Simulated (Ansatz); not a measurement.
Cr (Pm-3m, No. 221): the end point of a relaxation with DFT, RPBE, plane waves (420 eV) with PAW, scalar-relativistic (Ansatz 0.2.0); the starting structure was generated, so it need not be a known form of this composition.

```
CELL_PARAMETERS angstrom
2.46106 0.00000 0.00000
0.00000 2.46106 0.00000
0.00000 0.00000 2.46106
ATOMIC_POSITIONS crystal
Cr 0.00000 0.00000 0.00000
```

What will a dark-field STEM-like image along [221] show? Simulation: incoherent imaging, intensity Z^1.7 per atom, probe width 0.71 Å, thin sample. The speckle of an amorphous layer was added.

Answer. The columns repeat on a centred rectangular net of 1.16 × 3.48 Å (plane group c2mm). All columns are alike (Cr). The shortest distance between visible columns is 1.16 Å in projection. Along the beam the structure repeats every 7.38 Å.

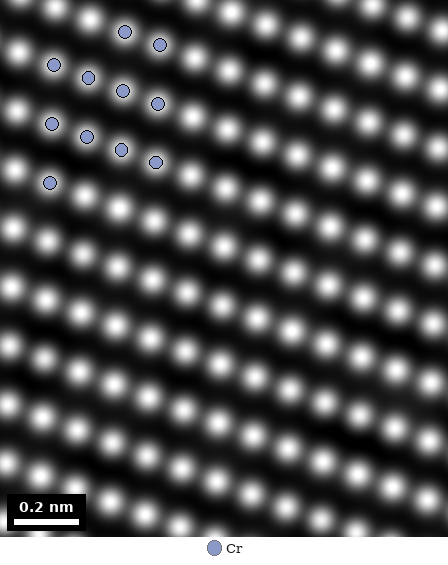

The simulated image, with the columns of the model marked in one corner.
